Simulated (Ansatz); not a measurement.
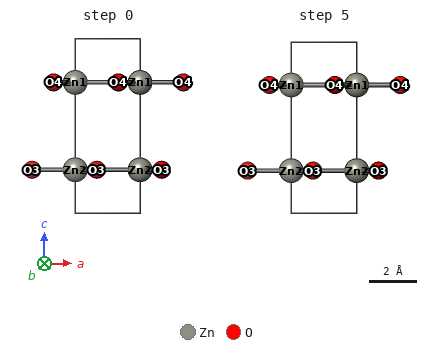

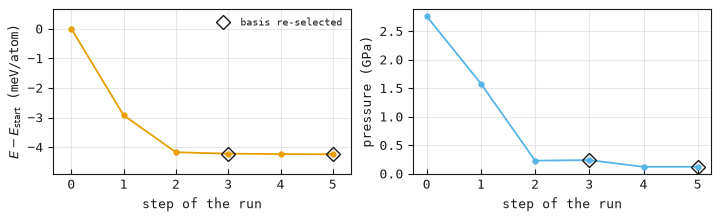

First and last geometry of a relaxation of solid ZnO (set up in P6_3/mmc), with the history of the run. Style: ball-and-stick. Shown: the cell of the calculation, along the b axis.

Level of theory: Ansatz 0.2.0, DFT PBE, scalar-relativistic, plane waves, PAW. Set-up: plane-wave cutoff 420 eV; k-point mesh 12 × 12 × 4; occupations gaussian; smearing width 0.02 eV; no spin polarisation; cell relaxed at fixed volume; force threshold 0.01 eV/Å; at most 30 steps.

What do the curves and the structures tell?

It converged. After 3 accepted moves (5 points after the start) the energy has fallen by 4.2 meV per atom. All forces vanish by symmetry, so only the cell relaxes. Pressure: 2.76 GPa at the start and 0.12 GPa at the end. The SCF was repeated twice at an unchanged geometry on a basis and grid sized afresh for the cell, which shifted the energy by less than 0.05 meV per atom at most. The atoms keep their places relative to the cell (all moves are under 0.005 Å). The drawn cell changes at constant volume: a = b 3.245 → 3.277 Å (+1.0 %), c 7.576 → 7.427 Å (−2.0 %). Near-neighbour distances that change, for instance: Zn1–O4 1.873 → 1.892 Å. The space group stays P6_3/mmc (No. 194).

Limits of the set-up: layers or molecules are held without a dispersion correction, so their spacing is unreliable.
